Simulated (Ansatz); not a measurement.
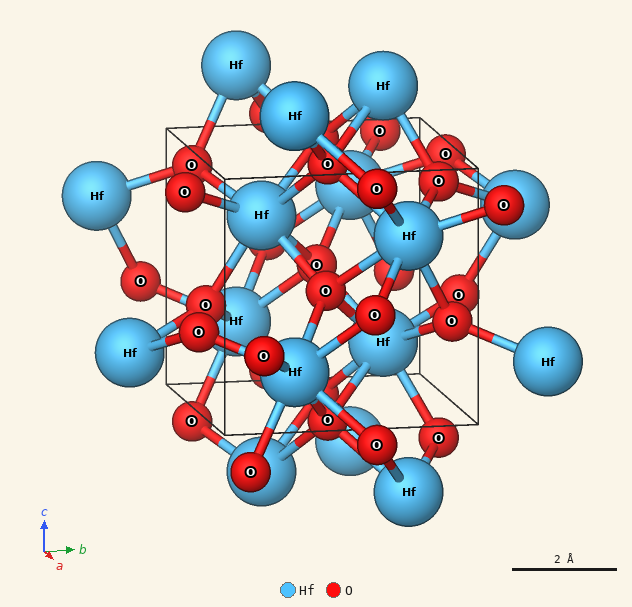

HfO2, space group Pca2₁ (No. 29), a = 5.219 Å, b = 5.005 Å, c = 5.033 Å, α = 90.00°, β = 90.00°, γ = 90.00°. Ball-and-stick representation of a periodic structure, projected slightly off an axis. Atoms at the boundary of the conventional unit cell (the box) are drawn once for each face, edge or corner they touch. Atoms of adjacent cells appear where they bond to atoms in the box. This one geometry was run with four functionals. The cell is a structure listed in the Materials Project. Other forms of this composition are known.

Alike in all runs: Ansatz 0.2.0; potentials Ansatz PAW; cutoff 420 eV; k mesh 4 × 5 × 4 on the run's cell of 12 atoms; occupations fermi-dirac, width 0.05 eV; no spin polarisation; no spin-orbit coupling.

| level | pressure (GPa) | gap (eV) |
| --- | --- | --- |
| PBEsol | ? | ? |
| revPBE | 13.5 | 4.60 |
| RPBE | 14.9 | 4.62 |
| BLYP | 16.5 | 4.57 |

What does PBEsol give?

Answer. Pressure 1.7 GPa; gap 4.43 eV. That is the lowest pressure of all.

Order the levels by the equilibrium volume that these pressures point to, smallest first.

Answer. PBEsol (1.7 GPa), revPBE (13.5 GPa), RPBE (14.9 GPa), BLYP (16.5 GPa). A higher pressure at one volume points to a larger equilibrium volume, as long as the bulk moduli are alike; rows a few tenths of a GPa apart can't be told apart.

Gaps are the least found on the k-mesh or band path.

Notes on single rows: PBEsol: the pressure holds a Pulay correction of +0.9 GPa for the finite cutoff; revPBE: the pressure holds a Pulay correction of +0.8 GPa for the finite cutoff; RPBE: the pressure holds a Pulay correction of +0.7 GPa for the finite cutoff; BLYP: the pressure holds a Pulay correction of +1.0 GPa for the finite cutoff.

Caveat: spin-orbit coupling is left out, which shifts the gaps of compounds of heavy elements; semilocal functionals give gaps below the measured ones.
